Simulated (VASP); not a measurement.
## Geometry relaxation of GaN (part 2 of 3)

Continued. System: GaN (P6₃mc, 4 atoms in the cell). Method: Kohn-Sham DFT of a periodic cell, PBE, VASP PAW PBE potentials, recommended, no spin polarisation (VASP 6.6.1); cutoff 520 eV, 12×12×6 k-mesh, Gaussian smearing of 0.02 eV. The structure derives from an entry of the Crystallography Open Database.

Geometry of the input (Å; fractional positions):
```
3.1800  0.0000  0.0000
-1.5900  2.7540  0.0000
0.0000  0.0000  5.1660
Ga 0.3333  0.6667  0.0000
Ga 0.6667  0.3333  0.5000
N  0.3333  0.6667  0.3750
N  0.6667  0.3333  0.8750
```

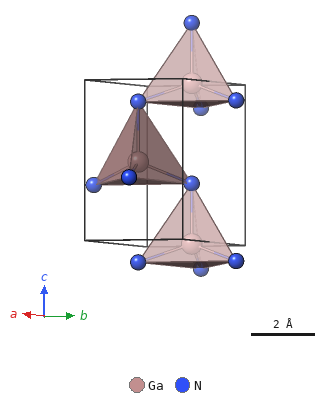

The starting structure (polyhedral view of the cell of the calculation, seen at an oblique angle; polyhedra are completed across the faces of the cell). An atom can appear more than once, as a periodic image.

### Parts of OUTCAR, continued
```
 Following reciprocal coordinates:
            Coordinates               Weight
  0.000000  0.000000  0.000000      1.000000
  0.083333  0.000000  0.000000      6.000000
  0.166667 -0.000000  0.000000      6.000000
  0.250000 -0.000000  0.000000      6.000000
  0.333333  0.000000  0.000000      6.000000
  0.416667 -0.000000  0.000000      6.000000
  0.500000 -0.000000  0.000000      3.000000
  0.083333  0.083333  0.000000      6.000000
  0.166667  0.083333  0.000000     12.000000
  0.250000  0.083333  0.000000     12.000000
  0.333333  0.083333  0.000000     12.000000
  0.416667  0.083333  0.000000     12.000000
  0.166667  0.166667  0.000000      6.000000
  0.250000  0.166667  0.000000     12.000000
  0.333333  0.166667  0.000000     12.000000
  0.416667  0.166667  0.000000      6.000000
  0.250000  0.250000  0.000000      6.000000
  0.333333  0.250000  0.000000     12.000000
  0.333333  0.333333  0.000000      2.000000
  0.000000  0.000000  0.166667      2.000000
  0.083333  0.000000  0.166667     12.000000
  0.166667 -0.000000  0.166667     12.000000
  0.250000 -0.000000  0.166667     12.000000
  0.333333  0.000000  0.166667     12.000000
 [... further k-points ...]
   k-points           NKPTS =     76   k-points in BZ     NKDIM =     76   number of bands    NBANDS=     22
   number of dos      NEDOS =    301   number of ions     NIONS =      4
   total plane-waves  NPLWV =  23040
   dimension x,y,z NGX =    24 NGY =   24 NGZ =   40
   dimension x,y,z NGXF=    48 NGYF=   48 NGZF=   80
   ions per type =               2   2
   NGX,Y,Z   is equivalent  to a cutoff of  12.55, 12.55, 12.87 a.u.
   NGXF,Y,Z  is equivalent  to a cutoff of  25.09, 25.09, 25.74 a.u.
 SYSTEM =  GaN
   PREC   = accura    normal or accurate (medium, high low for compatibility)
   ISTART =      0    job   : 0-new  1-cont  2-samecut
   ICHARG =      2    charge: 1-file 2-atom 10-const
   ISPIN  =      1    spin polarized calculation?
   LNONCOLLINEAR =      F non collinear calculations
   LSORBIT =      F    spin-orbit coupling
   LASPH  =      T    aspherical Exc in radial PAW
   ENCUT  =  520.0 eV  38.22 Ry    6.18 a.u.   5.91  5.91  9.61*2*pi/ulx,y,z
   NELM   =     80;   NELMIN=  2; NELMDL= -5     # of ELM steps
   EDIFF  = 0.1E-06   stopping-criterion for ELM
   LREAL  =      F    real-space projection
   EDIFFG = -.2E-02   stopping-criterion for IOM
   NSW    =     80    number of steps for IOM
   IBRION =      2    ionic relax: 0-MD 1-quasi-New 2-CG
   NFREE  =      1    steps in history (QN), initial steepest desc. (CG)
   ISIF   =      3    stress and relaxation
   ISYM   =      2    0-nonsym 1-usesym 2-fastsym
   POTIM  = 0.5000    time-step for ionic-motion
   TEBEG  =    0.0;   TEEND  =   0.0 temperature during run
   PSTRESS=    0.0 pullay stress
   NELECT =      36.0000    total number of electrons
   NUPDOWN=      -1.0000    fix difference up-down
   EMIN   =  10.00;   EMAX   =-10.00  energy-range for DOS
   EFERMI =   0.00;   METHOD = LEGACY
   ISMEAR =     0;   SIGMA  =   0.02  broadening in eV -4-tet -1-fermi 0-gaus
   EFERMI_NEDOS =   21; number of points for ismear=-14 and -15
   IALGO  =     38    algorithm
   IMIX   =      4    mixing-type and parameters
     AMIX     =   0.20;   BMIX     =  1.00
     AMIX_MAG =   0.80;   BMIX_MAG =  1.00
  volume/ion in A,a.u.               =      11.31        76.33
  Fermi-wavevector in a.u.,A,eV,Ry     =   1.517036  2.866782 31.312427  2.301398
  Thomas-Fermi vector in A             =   2.626345
   LORBIT       =      0    0 simple, 1 ext, 2 COOP (PROOUT), +10 PAW based schemes
   GGA     = PE    functional components
   LHFCALC =     F    Hartree Fock is set to
   AEXX    =    0.0000 exact exchange contribution
   IVDW    =     0    specifies the selected vdW correction
   LEPSILON=     F    determine dielectric tensor
   LRPA    =     F    only Hartree local field effects (RPA)
 conjugate gradient relaxation of ions
 non-spin polarized calculation
 Gauss-broadening in eV      SIGMA  =   0.02
  energy-cutoff  :      520.00
  volume of cell :       45.24
 maximum number of plane-waves:      1236
 NGX is ok and might be reduce to    24
   NGX = 11   NGY = 11   NGZ = 19

--------------------------------------- Ionic step        1  -------------------------------------------

 number of electron      36.0000002 magnetization

 Free energy of the ion-electron system (eV)
  ---------------------------------------------------
  ext. energy  EPLUGINS =         0.00000000
  ---------------------------------------------------
  free energy    TOTEN  =       -24.28509773 eV

  energy without entropy =      -24.28509773  energy(sigma->0) =      -24.28509773

------------------------ aborting loop because EDIFF is reached ----------------------------------------

  FORCE on cell =-STRESS in cart. coord.  units (eV):
  Direction    XX          YY          ZZ          XY          YZ          ZX
  --------------------------------------------------------------------------------------
  -------------------------------------------------------------------------------------
  Total        1.8869148      1.8869148      2.5000597      0.0000000      0.0000000     -0.0000000
  in kB       66.8226357     66.8226355     88.5363670      0.0000000      0.0000000     -0.0000000
  external PRESSURE =      74.0605460 kB  Pullay stress =       0.0000000 kB

 VOLUME and BASIS-vectors are now :
 -----------------------------------------------------------------------------
  energy-cutoff  :      520.00
  volume of cell :       45.24
      direct lattice vectors                 reciprocal lattice vectors
     3.180000000  0.000000000  0.000000000     0.314465409  0.181556689  0.000000000
    -1.590000000  2.753960780  0.000000000     0.000000000  0.363113377  0.000000000
     0.000000000  0.000000000  5.166000000     0.000000000  0.000000000  0.193573364

 POSITION                                       TOTAL-FORCE (eV/Angst)
 -----------------------------------------------------------------------------------
     -0.00000      1.83597      0.00000        -0.000000     -0.000000     -0.134646
      1.59000      0.91799      2.58300        -0.000000     -0.000000     -0.134646
     -0.00000      1.83597      1.93725        -0.000000      0.000000      0.134646
      1.59000      0.91799      4.52025         0.000000     -0.000000      0.134646
 -----------------------------------------------------------------------------------
    total drift:                               -0.000011      0.000005     -0.000215

  FREE ENERGIE OF THE ION-ELECTRON SYSTEM (eV)
  ---------------------------------------------------
  free  energy   TOTEN  =       -24.2850977343 eV

  energy  without entropy=      -24.2850977343  energy(sigma->0) =      -24.28509773

--------------------------------------- Ionic step        2  -------------------------------------------

 number of electron      35.9999996 magnetization

------------------------ aborting loop because EDIFF is reached ----------------------------------------

  FORCE on cell =-STRESS in cart. coord.  units (eV):
  Direction    XX          YY          ZZ          XY          YZ          ZX
  --------------------------------------------------------------------------------------
  -------------------------------------------------------------------------------------
  Total       -1.5525602     -1.5525602     -2.0207781      0.0000000      0.0000000      0.0000000
  in kB      -51.0238231    -51.0238229    -66.4114798      0.0000000      0.0000000      0.0000000
  external PRESSURE =     -56.1530419 kB  Pullay stress =       0.0000000 kB

 VOLUME and BASIS-vectors are now :
 -----------------------------------------------------------------------------
  energy-cutoff  :      520.00
  volume of cell :       48.75
      direct lattice vectors                 reciprocal lattice vectors
     3.252368674  0.000000000 -0.000000000     0.307468218  0.177516859  0.000000000
    -1.626184337  2.816633890  0.000000000     0.000000000  0.355033717  0.000000000
    -0.000000000  0.000000000  5.321767192     0.000000000 -0.000000000  0.187907506

 POSITION                                       TOTAL-FORCE (eV/Angst)
 -----------------------------------------------------------------------------------
     -0.00000      1.87776      5.31508        -0.000000      0.000000      0.060659
      1.62618      0.93888      2.65419        -0.000000     -0.000000      0.060659
     -0.00000      1.87776      2.00235         0.000000     -0.000000     -0.060659
      1.62618      0.93888      4.66324         0.000000      0.000000     -0.060659
 -----------------------------------------------------------------------------------
    total drift:                               -0.000011      0.000005      0.000733

  FREE ENERGIE OF THE ION-ELECTRON SYSTEM (eV)
  ---------------------------------------------------
  free  energy   TOTEN  =       -24.2949500275 eV

  energy  without entropy=      -24.2949500275  energy(sigma->0) =      -24.29495003

--------------------------------------- Ionic step        3  -------------------------------------------

 number of electron      35.9999956 magnetization

------------------------ aborting loop because EDIFF is reached ----------------------------------------

  FORCE on cell =-STRESS in cart. coord.  units (eV):
  Direction    XX          YY          ZZ          XY          YZ          ZX
  --------------------------------------------------------------------------------------
  -------------------------------------------------------------------------------------
  Total        0.0080027      0.0080027     -0.0332923      0.0000000      0.0000000      0.0000000
  in kB        0.2724786      0.2724786     -1.1335421      0.0000000      0.0000000      0.0000000
  external PRESSURE =      -0.1961950 kB  Pullay stress =       0.0000000 kB

 VOLUME and BASIS-vectors are now :
 -----------------------------------------------------------------------------
  energy-cutoff  :      520.00
  volume of cell :       47.06
      direct lattice vectors                 reciprocal lattice vectors
     3.217860243  0.000000000 -0.000000000     0.310765516  0.179420555  0.000000000
    -1.608930121  2.786748712  0.000000000     0.000000000  0.358841110  0.000000000
    -0.000000000  0.000000000  5.247490836     0.000000000 -0.000000000  0.190567269

 POSITION                                       TOTAL-FORCE (eV/Angst)
 -----------------------------------------------------------------------------------
     -0.00000      1.85783      5.24395         0.000000     -0.000000     -0.012915
      1.60893      0.92892      2.62020         0.000000      0.000000     -0.012915
     -0.00000      1.85783      1.97135         0.000000     -0.000000      0.012915
      1.60893      0.92892      4.59510        -0.000000      0.000000      0.012915
 -----------------------------------------------------------------------------------
    total drift:                               -0.000011      0.000005     -0.001226

  FREE ENERGIE OF THE ION-ELECTRON SYSTEM (eV)
  ---------------------------------------------------
  free  energy   TOTEN  =       -24.3266978567 eV

  energy  without entropy=      -24.3266978567  energy(sigma->0) =      -24.32669786

--------------------------------------- Ionic step        4  -------------------------------------------

 number of electron      35.9999956 magnetization

------------------------ aborting loop because EDIFF is reached ----------------------------------------

  FORCE on cell =-STRESS in cart. coord.  units (eV):
  Direction    XX          YY          ZZ          XY          YZ          ZX
  --------------------------------------------------------------------------------------
  -------------------------------------------------------------------------------------
  Total        0.0478748      0.0478748      0.0181640      0.0000000      0.0000000      0.0000000
  in kB        1.6313231      1.6313231      0.6189352      0.0000000      0.0000000      0.0000000
  external PRESSURE =       1.2938605 kB  Pullay stress =       0.0000000 kB

 VOLUME and BASIS-vectors are now :
 -----------------------------------------------------------------------------
  energy-cutoff  :      520.00
  volume of cell :       47.02
      direct lattice vectors                 reciprocal lattice vectors
     3.217103038  0.000000000 -0.000000000     0.310838661  0.179462785  0.000000000
    -1.608551519  2.786092953  0.000000000     0.000000000  0.358925570  0.000000000
    -0.000000000  0.000000000  5.245861019     0.000000000 -0.000000000  0.190626476

 POSITION                                       TOTAL-FORCE (eV/Angst)
 -----------------------------------------------------------------------------------
     -0.00000      1.85740      5.24239         0.000000      0.000000     -0.015018
      1.60855      0.92870      2.61946         0.000000      0.000000     -0.015018
     -0.00000      1.85740      1.97067        -0.000000      0.000000      0.015018
      1.60855      0.92870      4.59360        -0.000000     -0.000000      0.015018
 -----------------------------------------------------------------------------------
    total drift:                               -0.000011      0.000005     -0.001298

  FREE ENERGIE OF THE ION-ELECTRON SYSTEM (eV)
  ---------------------------------------------------
  free  energy   TOTEN  =       -24.3266844107 eV

  energy  without entropy=      -24.3266844107  energy(sigma->0) =      -24.32668441

--------------------------------------- Ionic step        5  -------------------------------------------

 number of electron      35.9999956 magnetization

------------------------ aborting loop because EDIFF is reached ----------------------------------------

  FORCE on cell =-STRESS in cart. coord.  units (eV):
  Direction    XX          YY          ZZ          XY          YZ          ZX
  --------------------------------------------------------------------------------------
  -------------------------------------------------------------------------------------
  Total        0.0417426      0.0417426      0.0295001      0.0000000      0.0000000     -0.0000000
  in kB        1.4223825      1.4223825      1.0052185      0.0000000      0.0000000     -0.0000000
  external PRESSURE =       1.2833278 kB  Pullay stress =       0.0000000 kB

 VOLUME and BASIS-vectors are now :
```
